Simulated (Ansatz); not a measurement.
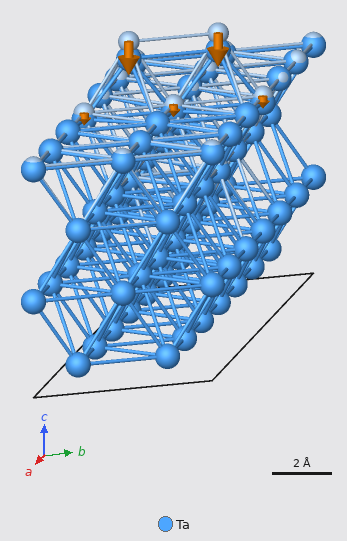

A constrained relaxation of a slab of composition Ta (cut from the Im-3m phase). The starting structure is drawn faded, the final one solid; orange arrows show the displacements, 2 times their true length.

A ball-and-stick model of the 1 × 2 repeat of the cell, outlined in the plane, without the vacuum (origin shifted), seen slightly off an axis.

Case: stripe over 2 of 6 cells, two steps. 12 atoms are held fixed.

The calculation used DFT PBE, scalar-relativistic, plane waves, PAW in Ansatz 0.2.0. Set-up: plane-wave cutoff 420 eV; k-point mesh 3 × 14 × 1; occupations gaussian; smearing width 0.1 eV; no spin polarisation; dipole correction; atoms relaxed in a fixed cell; force threshold 0.02 eV/Å; at most 45 steps.

Question: What happened in the run?

Answer: Over 4 accepted moves (5 points after the start) the energy falls by 1.009 eV per cell of the calculation. The largest force component goes from 3.2 to 0.018 eV/Å. 1 step only repeated the SCF at the same geometry. A Ta atom moves most: 0.59 Å along the normal (−c). The cell doesn't change. Some distances before and after: Ta–Ta 3.319 → 3.000 Å, Ta–Ta 2.874 → 2.578 Å, Ta–Ta 3.319 → 3.199 Å, Ta–Ta 3.319 → 3.430 Å. Among the angles between lasting bonds that change: Ta–Ta–Ta 90.0° → 107.3°, Ta–Ta–Ta 70.5° → 80.1°, Ta–Ta–Ta 125.3° → 130.1°.
